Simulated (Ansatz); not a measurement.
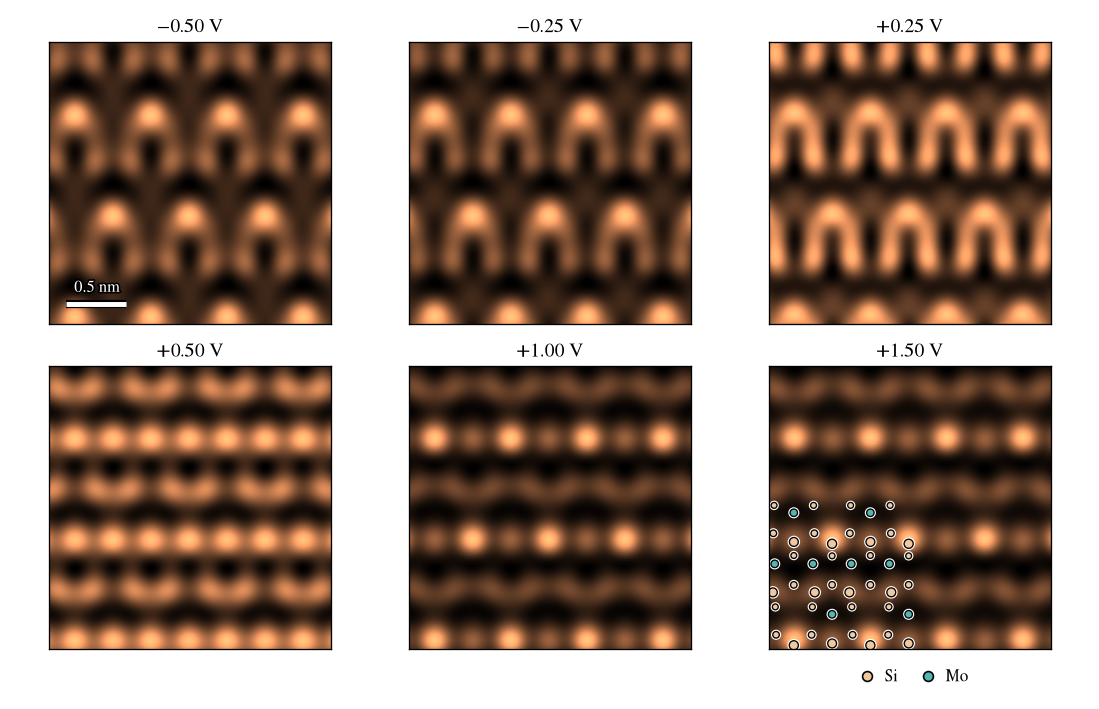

Constant-height images of Si2Mo(101) (I4/mmm bulk, 9 atomic planes (those closer than 0.6 Å count as one), 8 Å, Si-terminated) with one Mo vacancy in a 2 × 2 cell at 6 sample biases, each on its own colour scale; the last has the atoms seen from above drawn over one corner (deeper ones smaller).

Tersoff–Hamann simulation (s-wave tip); biases are sample biases. Bias windows are sharp sums over the levels of the k mesh.

All numbers here come from DFT PBE, scalar-relativistic, plane waves, PAW in Ansatz 0.2.0. Cutoff 420 eV, 10 × 7 k-points, Gaussian smearing 0.1 eV, dipole correction. The slab is a cut without reconstruction beyond its cell, at the source's lattice constants, with its lower half held fixed and the rest relaxed. The defects repeat every 6.4 Å and interact, so states at the Fermi level and the work function belong to this dense array. No spin polarisation. The run warns that the functional's potential is rough in the thin density of the vacuum, where the tip is; weak contrasts and barriers may feel it.

Input file:

```yaml
crystal:
  lattice:
    - [6.4, 0.0, 0.0]
    - [-3.2, 8.48736242, 0.0]
    - [0.0, 0.0, 25.9016023957]
  atoms:
    - { symbol: Si, position: [0.213907855, 0.42781571, 0.3474688501] }
    - { symbol: Si, position: [0.213907855, 0.92781571, 0.3474688501] }
    - { symbol: Si, position: [0.713907855, 0.42781571, 0.3474688501] }
    - { symbol: Si, position: [0.713907855, 0.92781571, 0.3474688501] }
    - { symbol: Mo, position: [0.0710762425, 0.142152485, 0.3855730301] }
    - { symbol: Mo, position: [0.0710762425, 0.642152485, 0.3855730301] }
    - { symbol: Mo, position: [0.5710762425, 0.142152485, 0.3855730301] }
    - { symbol: Mo, position: [0.5710762425, 0.642152485, 0.3855730301] }
    - { symbol: Si, position: [0.4282446325, 0.356489265, 0.42367721] }
    - { symbol: Si, position: [0.4282446325, 0.856489265, 0.42367721] }
    - { symbol: Si, position: [0.9282446325, 0.356489265, 0.42367721] }
    - { symbol: Si, position: [0.9282446325, 0.856489265, 0.42367721] }
    - { symbol: Si, position: [0.2849840975, 0.069968195, 0.46189582] }
    - { symbol: Si, position: [0.2849840975, 0.569968195, 0.46189582] }
    - { symbol: Si, position: [0.7849840975, 0.069968195, 0.46189582] }
    - { symbol: Si, position: [0.7849840975, 0.569968195, 0.46189582] }
    - { symbol: Mo, position: [0.1387179952, 0.2828556629, 0.50019683] }
    - { symbol: Mo, position: [0.1415528881, 0.7831202658, 0.500388309] }
    - { symbol: Mo, position: [0.6442664856, 0.282868539, 0.5002086243] }
    - { symbol: Mo, position: [0.6411411423, 0.7822030603, 0.499840123] }
    - { symbol: Si, position: [0.4988351736, 0.497575503, 0.539799893] }
    - { symbol: Si, position: [0.5054226733, 0.994895897, 0.5414561632] }
    - { symbol: Si, position: [1.0003638256, 0.5010357548, 0.5403288696] }
    - { symbol: Si, position: [0.9895093492, 0.9948982605, 0.5414607341] }
    - { symbol: Si, position: [0.3564905282, 0.2127309544, 0.5738429274] }
    - { symbol: Si, position: [0.3780045307, 0.7200815519, 0.5797669016] }
    - { symbol: Si, position: [0.8556384405, 0.2116116078, 0.5767018465] }
    - { symbol: Si, position: [0.842121728, 0.719805485, 0.5797723484] }
    - { symbol: Mo, position: [0.2090700977, 0.418618289, 0.6136369419] }
    - { symbol: Mo, position: [0.2106406613, 0.9218389181, 0.6132576083] }
    - { symbol: Mo, position: [0.7096806838, 0.4185878583, 0.6136949625] }
    - { symbol: Si, position: [0.0921492805, 0.1378776856, 0.646756186] }
    - { symbol: Si, position: [0.067779362, 0.6345670749, 0.6465275006] }
    - { symbol: Si, position: [0.5450285299, 0.1378757461, 0.6469210313] }
    - { symbol: Si, position: [0.5581391984, 0.6165813526, 0.6510068844] }
basis:
  ecutwfc: 420.0
  fft_grid_basis: typed
kpoints:
  mp_grid: { grid: [10, 7, 1] }
hamiltonian:
  xc: pbe
  pseudopotentials: { kind: paw }
scf:
  occupations: { method: gaussian, width: 0.1 }
output:
  forces: true
  eigenvalues: true
  band_densities:
    - { e_range: [-2.0, -1.0] }
    - { e_range: [-1.0, -0.5] }
    - { e_range: [-0.5, -0.25] }
    - { e_range: [-0.25, 0.0] }
    - { e_range: [0.0, 0.25] }
    - { e_range: [0.25, 0.5] }
    - { e_range: [0.5, 1.0] }
    - { e_range: [1.0, 1.5] }
  band_residual_tolerance: 1.0e-05
  write_potential: true
  elf: true
  write_density: true
  volumetric_format: npy
efield:
  axis: 3
  dipole_correction: true
  ramp_width: 0.04
checkpoint:
  read: start.run
  write: ck
  compress: false
  write_wavefunctions: false
  write_every: 100000
```

Run with:

```sh
ansatz run input.yaml --threads 4 --pin off --max-ram 8847MiB --backend cpu --events-out ev --progress --plain --runs-dir out
```

Cost without the relaxation before it: 11 min on 4 threads of Arm Neoverse V2, on a shared host, peak memory 7.6 GiB.

**How do the images change with bias?**

```csv
bias,height (Å),bright/dark,brightest over
−0.50 V,3.0,7.7,some of the top Si atoms next to the vacancy
−0.25 V,3.0,9.2,some of the top Si atoms next to the vacancy
+0.25 V,3.0,6.5,some of the top Si atoms next to the vacancy and points 1.1 Å to the side of the top Si atoms next to the vacancy
+0.50 V,3.0,14,some of the top Si atoms
+1.00 V,3.0,18,some of the top Si atoms next to the vacancy
+1.50 V,3.0,18,some of the top Si atoms next to the vacancy
```

The slab has states at the Fermi level, so this model gives a current down to small biases. Its work function (top face) is 4.84 eV.
